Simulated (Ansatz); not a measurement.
## Ag in W(100), 2x2: scattering by a point defect

How strong a scatterer is Ag in W(100), 2x2, and does relaxation matter?

Main program and level: Ansatz 0.2.0; Ansatz plane-wave DFT, PBE, PAW files; ballistic transport by layer matching (Landauer), zero bias; PAW set soft_1, in the first sound run; inputs show where later runs differ.

### 1. The starting structure

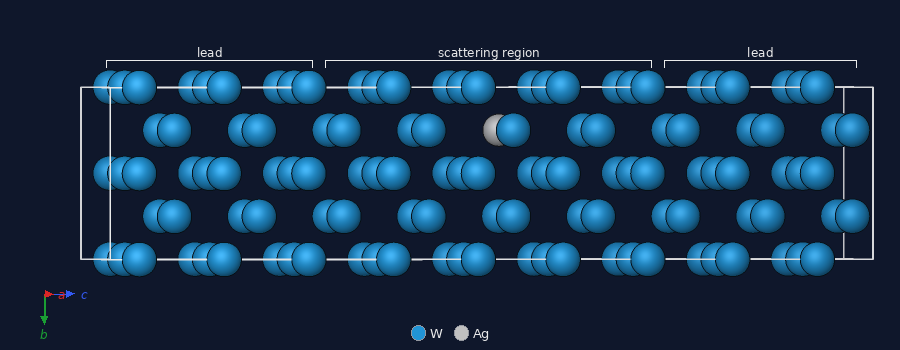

The starting structure, seen from the side, with the c axis across the page (tungsten blue, silver light grey). Some periodic images of atoms are drawn too.

The cell holds 72 atoms: 71 W and 1 Ag. Its edges and angles: a = 6.330 Å, b = 6.330 Å, c = 28.483 Å, α = 90.0°, β = 90.0°, γ = 90.0°. It derives from W. Regions: lead, 40 atoms (40 W); scattering region, 32 atoms (31 W and 1 Ag). The structure is stacked along c, and the current runs across the ab planes.

### 2. Transmission at ideal sites

The defect sits in one plane of the supercell, all atoms on ideal sites; the layers about the cell's end are the lead. The mesh across the current, 8×8, is finer than the density's, because channels open and close sharply across the zone. Energies from -0.1 to 0.1 eV in steps of 0.05 eV are too few for the program's thermal sum, so it prints no conductance; for a metal the transmission near the Fermi level serves, at a fraction of the cost.

The input, input.yaml:

```yaml
crystal:
  lattice:
    - [6.3296, 0.0, 0.0]
    - [0.0, 6.3296, 0.0]
    - [0.0, 0.0, 28.4832]
  atoms:
    - { symbol: W, position: [0.0, 0.0, 0.0277777778] }
    - { symbol: W, position: [0.0, 0.5, 0.0277777778] }
    - { symbol: W, position: [0.5, 0.0, 0.0277777778] }
    - { symbol: W, position: [0.5, 0.5, 0.0277777778] }
    - { symbol: W, position: [0.25, 0.25, 0.0833333333] }
    - { symbol: W, position: [0.25, 0.75, 0.0833333333] }
    - { symbol: W, position: [0.75, 0.25, 0.0833333333] }
    - { symbol: W, position: [0.75, 0.75, 0.0833333333] }
    - { symbol: W, position: [0.0, 0.0, 0.1388888889] }
    - { symbol: W, position: [0.0, 0.5, 0.1388888889] }
    - { symbol: W, position: [0.5, 0.0, 0.1388888889] }
    - { symbol: W, position: [0.5, 0.5, 0.1388888889] }
    - { symbol: W, position: [0.25, 0.25, 0.1944444444] }
    - { symbol: W, position: [0.25, 0.75, 0.1944444444] }
    - { symbol: W, position: [0.75, 0.25, 0.1944444444] }
    - { symbol: W, position: [0.75, 0.75, 0.1944444444] }
    - { symbol: W, position: [0.0, 0.0, 0.25] }
    - { symbol: W, position: [0.0, 0.5, 0.25] }
    - { symbol: W, position: [0.5, 0.0, 0.25] }
    - { symbol: W, position: [0.5, 0.5, 0.25] }
    - { symbol: W, position: [0.25, 0.25, 0.3055555556] }
    - { symbol: W, position: [0.25, 0.75, 0.3055555556] }
    - { symbol: W, position: [0.75, 0.25, 0.3055555556] }
    - { symbol: W, position: [0.75, 0.75, 0.3055555556] }
    - { symbol: W, position: [0.0, 0.0, 0.3611111111] }
    - { symbol: W, position: [0.0, 0.5, 0.3611111111] }
    - { symbol: W, position: [0.5, 0.0, 0.3611111111] }
    - { symbol: W, position: [0.5, 0.5, 0.3611111111] }
    - { symbol: W, position: [0.25, 0.25, 0.4166666667] }
    - { symbol: W, position: [0.25, 0.75, 0.4166666667] }
    - { symbol: W, position: [0.75, 0.25, 0.4166666667] }
    - { symbol: W, position: [0.75, 0.75, 0.4166666667] }
    - { symbol: W, position: [0.0, 0.0, 0.4722222222] }
    - { symbol: W, position: [0.0, 0.5, 0.4722222222] }
    - { symbol: W, position: [0.5, 0.0, 0.4722222222] }
    - { symbol: W, position: [0.5, 0.5, 0.4722222222] }
    - { symbol: Ag, position: [0.25, 0.25, 0.5277777778] }
    - { symbol: W, position: [0.25, 0.75, 0.5277777778] }
    - { symbol: W, position: [0.75, 0.25, 0.5277777778] }
    - { symbol: W, position: [0.75, 0.75, 0.5277777778] }
    - { symbol: W, position: [0.0, 0.0, 0.5833333333] }
    - { symbol: W, position: [0.0, 0.5, 0.5833333333] }
    - { symbol: W, position: [0.5, 0.0, 0.5833333333] }
    - { symbol: W, position: [0.5, 0.5, 0.5833333333] }
    - { symbol: W, position: [0.25, 0.25, 0.6388888889] }
    - { symbol: W, position: [0.25, 0.75, 0.6388888889] }
    - { symbol: W, position: [0.75, 0.25, 0.6388888889] }
    - { symbol: W, position: [0.75, 0.75, 0.6388888889] }
    - { symbol: W, position: [0.0, 0.0, 0.6944444444] }
    - { symbol: W, position: [0.0, 0.5, 0.6944444444] }
    - { symbol: W, position: [0.5, 0.0, 0.6944444444] }
    - { symbol: W, position: [0.5, 0.5, 0.6944444444] }
    - { symbol: W, position: [0.25, 0.25, 0.75] }
    - { symbol: W, position: [0.25, 0.75, 0.75] }
    - { symbol: W, position: [0.75, 0.25, 0.75] }
    - { symbol: W, position: [0.75, 0.75, 0.75] }
    - { symbol: W, position: [0.0, 0.0, 0.8055555556] }
    - { symbol: W, position: [0.0, 0.5, 0.8055555556] }
    - { symbol: W, position: [0.5, 0.0, 0.8055555556] }
    - { symbol: W, position: [0.5, 0.5, 0.8055555556] }
    - { symbol: W, position: [0.25, 0.25, 0.8611111111] }
    - { symbol: W, position: [0.25, 0.75, 0.8611111111] }
    - { symbol: W, position: [0.75, 0.25, 0.8611111111] }
    - { symbol: W, position: [0.75, 0.75, 0.8611111111] }
    - { symbol: W, position: [0.0, 0.0, 0.9166666667] }
    - { symbol: W, position: [0.0, 0.5, 0.9166666667] }
    - { symbol: W, position: [0.5, 0.0, 0.9166666667] }
    - { symbol: W, position: [0.5, 0.5, 0.9166666667] }
    - { symbol: W, position: [0.25, 0.25, 0.9722222222] }
    - { symbol: W, position: [0.25, 0.75, 0.9722222222] }
    - { symbol: W, position: [0.75, 0.25, 0.9722222222] }
    - { symbol: W, position: [0.75, 0.75, 0.9722222222] }
kpoints:
  mp_grid: { grid: [4, 4, 1] }
hamiltonian:
  xc: pbe
  pseudopotentials: { kind: paw, azcp: { folder: soft_1 } }
scf:
  occupations: { method: fermi_dirac, width: 0.1 }
output:
  transmission: { leads: [[0, 4]], kmesh: [8, 8], e_range: [-0.1, 0.1], de: 0.05 }
  write_potential: true
  write_density: true
  volumetric_format: npy
  elf: true
```

On the command line:

```bash
$ ansatz run input.yaml --threads 4 --pin off --max-ram 15360MiB --backend cpu --events-out ev --progress --plain --runs-dir out
```

Numbers of over 12 decimals in the logs are rounded to 6 here.

What it wrote:

```text
Engine: ansatz 0.2.0, x86_64-unknown-linux-gnu
Pseudopotentials: kind: paw
Pseudopotential: W, paw, valence charge 14, recommended cutoff 420 eV (normal), soft_1/W.paw.azcp
Pseudopotential: Ag, paw, valence charge 19, recommended cutoff 420 eV (normal), soft_1/Ag.paw.azcp
Functional definition: PBE
  parameter kappa = 0.804
  parameter beta = 0.066725
  exchange = pbe_x(kappa = kappa, mu = beta*pi^2/3)
  correlation = pbe_c(beta = beta)
Crystal: 72 atoms, lattice volume = 1141.146 Å³
Basis set: ecut = 420 eV, 22299 PW (Γ)
Bands: 608, of which v1, the nominal top of the filled ones, is band 507 counted from 1 (506 counted from 0)
Symmetry: 16 space group operations
Space group: P4/mmm (ITA 123), of the structure as read, at distance tolerance 1.0e-4 Å
k-points: 6 of 16
Non-local potential: W, projectors of the file, l = 0: 3, l = 1: 2, l = 2: 2, l = 3: 1
Non-local potential: Ag, projectors of the file, l = 0: 3, l = 1: 2, l = 2: 2, l = 3: 1
PAW form: soft (Blöchl's): semilocal exchange-correlation on the pseudo side does not see the compensation charge
PAW one-centre angular grid: W, 590 points (default); XC on 64 Gauss nodes
PAW one-centre angular grid: Ag, 590 points (default); XC on 64 Gauss nodes
Initial density: superposition of atomic densities (chi_scale 0.1, normalization cell, long waves 54 % of neutral atoms (reshape's long-wave potential 1.54 eV rms, cloud 3.07 Å wide))
Initial wavefunctions: pseudopotential atomic-orbital guess
Functional: x = pbe(κ = 0.804, μ = 0.219515), c = pbe(β = 0.066725)
SCF iter   1: F=—  HF=-745011.480882 eV  |F-HF|=—  |Δ(HF+E_count)|=         —  Δρ=6.69e-2  dr2=9.88e2  ethr=3.10e-3  ⟨swp⟩=5.3  Hψ=11492  notcnv=0
preconditioner: auto → Kerker (q_TF=auto, 2.675 Å⁻¹)  [metal: Δε(μ)=0.019 eV  Ē_g=5.409 eV  σ=0.100 eV  W_gap=0.05  n_scr=372 (ndim 8)  ℏωp=23.0 eV  f_vac=0.000  D(μ)=35.22/eV (n_scr^D=264)]
SCF iter   2: F=—  HF=-744997.862616 eV  |F-HF|=—  |Δ(HF+E_count)|=    1.36e1  Δρ=4.16e-2  dr2=5.11e2  ethr=3.10e-3  ⟨swp⟩=2.0  Hψ=4685  notcnv=0  defer=20
SCF iter   3: F=—  HF=-744988.706174 eV  |F-HF|=—  |Δ(HF+E_count)|=    9.16e0  Δρ=7.98e-3  dr2=1.04e1  ethr=3.10e-3  ⟨swp⟩=2.8  Hψ=8578  notcnv=0  defer=17
SCF iter   4: F=—  HF=-744988.367516 eV  |F-HF|=—  |Δ(HF+E_count)|=   3.39e-1  Δρ=1.83e-3  dr2=1.93e0  ethr=1.02e-3  ⟨swp⟩=2.2  Hψ=4640  notcnv=0  defer=5
SCF iter   5: F=—  HF=-744988.347408 eV  |F-HF|=—  |Δ(HF+E_count)|=   2.01e-2  Δρ=8.65e-4  dr2=1.87e-2  ethr=1.91e-4  ⟨swp⟩=1.5  Hψ=3654  notcnv=0  defer=5
SCF iter   6: F=—  HF=-744988.346930 eV  |F-HF|=—  |Δ(HF+E_count)|=   4.78e-4  Δρ=3.09e-4  dr2=2.97e-3  ethr=1.84e-6  ⟨swp⟩=2.0  Hψ=6666  notcnv=0  defer=5
SCF iter   7: F=—  HF=-744988.346759 eV  |F-HF|=—  |Δ(HF+E_count)|=   1.71e-4  Δρ=5.07e-5  dr2=3.77e-4  ethr=2.93e-7  ⟨swp⟩=2.0  Hψ=6662  notcnv=0  defer=5
SCF iter   8: F=—  HF=-744988.346721 eV  |F-HF|=—  |Δ(HF+E_count)|=   3.76e-5  Δρ=1.30e-5  dr2=3.73e-5  ethr=3.72e-8  ⟨swp⟩=1.0  Hψ=3643  notcnv=0  defer=5
SCF iter   9: F=—  HF=-744988.347199 eV  |F-HF|=—  |Δ(HF+E_count)|=   4.78e-4  Δρ=3.19e-6  dr2=3.39e-6  ethr=3.69e-9  ⟨swp⟩=1.2  Hψ=3652  notcnv=0  defer=5
SCF iter  10: F=-744988.347199 eV  HF=-744988.347199 eV  |F-HF|=4.91e-8  |Δ(HF+E_count)|=   1.25e-7  Δρ=6.98e-7  dr2=5.15e-8  ethr=9.87e-12  ⟨swp⟩=7.0  Hψ=9970  notcnv=0
SCF 1 converged in 10 iterations: F = -744988.347199 eV  dr2 = 5.15e-8
  greatest PAW one-centre occupation: 1.002 electrons in one spin orbital (limit 2), on the Ag atom at site 36 (counted from 0), in its partial waves of l = 0
transmission: 60 of 540 steps passed
transmission: 108 of 540 steps passed
[...]
transmission: 540 of 540 steps passed
SCF converged after 10 iterations
Free energy (F): -744988.347199 eV
Harris-Foulkes:  -744988.347199 eV  (|F-HF|=4.91e-8)
Internal energy: -744987.083688 eV  (E = F + TS)
E sigma→0 (E₀):  -744987.715444 eV
Entropy (-TS):   -1.263511 eV (-17.549 meV/atom)
Fermi energy:    22.362444 eV
--- Per-component energies (eV) ---
  E_band       = -6167.508570
  E_kinetic    = 30416.889855
  E_local      = -40866.041283  (includes V_loc(G=0)·N_el)
  E_nonlocal   = -1777.068046
  E_hartree    = 17364.593927
  E_xc         = -19172.704493
  E_vxc        = -16635.766068  (∫ρ·V_xc dr)
  E_paw        = -612981.494998  (= ΣΔE_a)
  E_vpaw       = -12034.727060  (= ΣTr[D̂ρ^β])
  E_aug_tail   = 0.010827  (compensation charges beyond the density's cutoff)
  E_ewald      = -117971.269478
  E_smearing   = -1.263511  (= −TS)
  E_closure    = 0.000000  (closes the sum)
  Σ components = -744988.347199   (vs F -744988.347199, Δ=0.00e0)
--- Band table (eV; the first three rows and the last of 6) ---
  k-point 0: bands = [... 503 lower, 22.3135, 22.3174, 22.3174, 22.3476, 22.3718, 22.3760, 22.3797, 22.5496, ... 97 higher]
  k-point 1: bands = [... 503 lower, 22.2634, 22.2738, 22.3168, 22.3276, 22.3578, 22.3782, 22.4019, 22.4172, ... 97 higher]
  k-point 2: bands = [... 503 lower, 22.3500, 22.3636, 22.4702, 22.4740, 22.5013, 22.5291, 22.5496, 22.5699, ... 97 higher]
  k-point 5: bands = [... 503 lower, 21.6452, 21.6929, 21.7050, 22.2589, 22.5130, 22.5130, 22.5796, 22.7759, ... 97 higher]
--- Transmission ---
  basis      : 349 plane waves across, 36 finite elements along
  points     : 15, standing for a mesh of 8 x 8
  energies   : 5 from -0.100000 to 0.100000 eV about the Fermi level, 0.050000 eV apart; the leads are filled to 0.000000 eV, and channels, transmission and decay are at 0.000000 eV
  crystal 0  : W4, at the sites [0, 4], period 1.5824 Å, over 26.90 Å; its Hamiltonian steps by up to 1.8 meV
    offset         : up to 0.0000 Å between an atom of the period and one for which it stands
    channels       : 5.281250e0 a spin
    conductance    : none, the energies end too early or step too widely for 300 K: set another output.transmission.e_range or a lower de, or, where they end at an eighth of basis.ecutwfc, a higher one
    slowest decay  : 0.0381 /Å at (0.5000, 0.5000)
  junction   : crystal 0 to crystal 0, 0.88 to 27.79 Å
    transmission   : 3.133647e0 a spin
    conductance    : none, the energies end too early or step too widely for 300 K: set another output.transmission.e_range or a lower de, or, where they end at an eighth of basis.ecutwfc, a higher one
```

The job ended after 3.9 min (4 threads of Intel Xeon Platinum 8559C (Emerald Rapids), shared host; peak memory 11 GiB; 15 min of CPU time).

Reading the cycles: dr2 is the Hartree energy of the density residual (eV), the measure of convergence; HF is the Harris–Foulkes estimate of the energy, which meets the free energy F at convergence.

This run has no spin polarisation although its electron count is odd.

Numbers from this step:

* free energy: -744988.3472 eV
* energy at zero smearing: -744987.7154 eV
* Fermi energy: 22.36 eV
* cell area: 40.06 Å²
* transmission per spin nearest the Fermi level: 3.134
* open channels per spin nearest the Fermi level: 5.281
* step of the lead's potential: 1.8 meV

Per spin. Table of transmission, zone mean by energy, zero at the Fermi level:

```csv
energy (eV),"transmission, zone mean"
-0.1000,3.03
-0.0500,3.05
0.0000,3.13
0.0500,3.25
0.1000,3.20
```

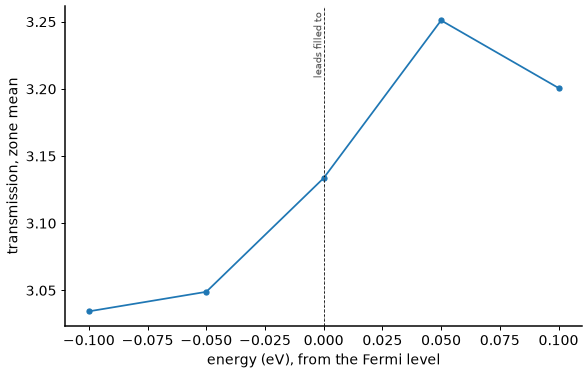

Transmission, zone mean against energy.

Per spin. Table of open channels, zone mean, lead by energy, zero at the Fermi level:

```csv
energy (eV),"open channels, zone mean, lead"
-0.1000,4.78
-0.0500,4.66
0.0000,5.28
0.0500,5.66
0.1000,5.53
```

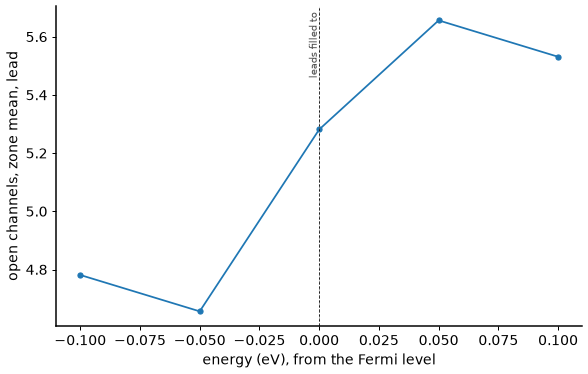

Open channels, zone mean, lead against energy.

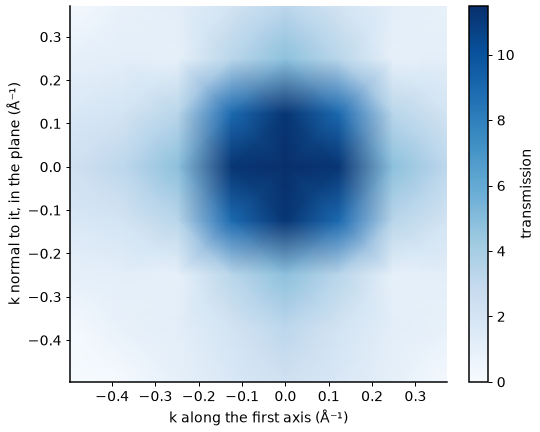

Transmission over k1 and k2. At 0.0000 eV from the Fermi level.

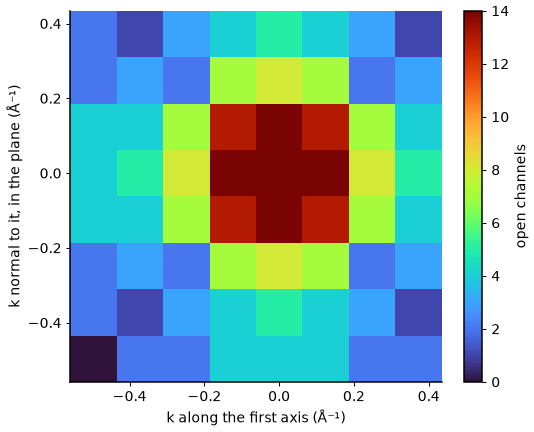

Open channels over k1 and k2. At 0.0000 eV from the Fermi level.

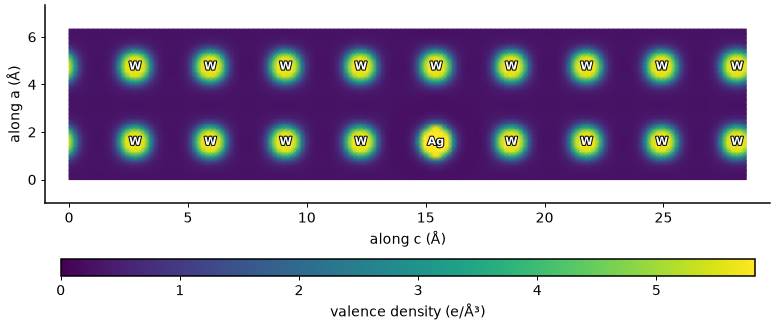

Valence density in the ca plane at fractional y = 0.250, with atoms of W and Ag within 0.2 Å of it. It is the smooth field of the valence electrons, not physical close to the nuclei.

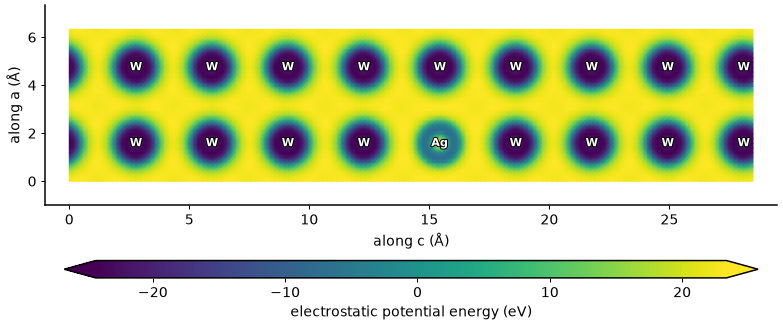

Electrostatic potential energy in the ca plane at fractional y = 0.250, with atoms of W and Ag within 0.2 Å of it. With pseudopotentials it is smooth inside the atoms' cores, unlike the true potential.

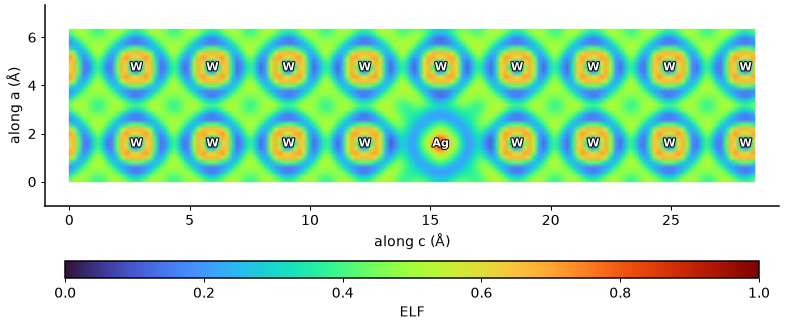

ELF in the ca plane at fractional y = 0.250, with atoms of W and Ag within 0.2 Å of it. It is the smooth field of the valence electrons, not physical close to the nuclei.

Over the solved energies the transmission per spin lies between 3.03 and 3.25, out of 5.18 channels of the lead on average (up to 5.66).

### 3. Resistance at ideal sites

This step: Ansatz plane-wave DFT, PBE, PAW files; ballistic transport by layer matching (Landauer), zero bias; area resistance of the defect plane and resistivity an atomic per cent; PAW set soft_1 (Ansatz 0.2.0).

Numbers from this step:

- area resistance: 0.6496 fΩ m²
- T over the leads' mean channel count: 0.6050
- resistivity per at.% scaled from this dense plane, with the factor 3/4 for isotropic scattering: 12.32 µΩ cm

Averaged over the energies near the Fermi level, 60.5 % of the channels pass, which makes 0.650 fΩ m².

By hand, with T and the leads' channels N averaged over the energies near the Fermi level: RA = A (h/2e²)(1/T − 1/N) = 40.06×10⁻²⁰ m² × 12 906 Ω × (1/3.145 − 1/5.198) = 0.650 fΩ m². Per atomic per cent: RA × A / V_atom × 0.01 × 3/4 = 12.3 µΩ cm, with the host's V_atom = 15.85 Å³.

(Continued in part 2 of 3.)

[Logs are printed without paths, hosts, clocks, repeated set-up lines and the standing remarks that a program may print on its own settings, such as how far it seeks lower states.]

[Hosts, paths, dates, database ids (printed as entryN), source tags and the programs' standing remarks are cut or masked in the printed files.]
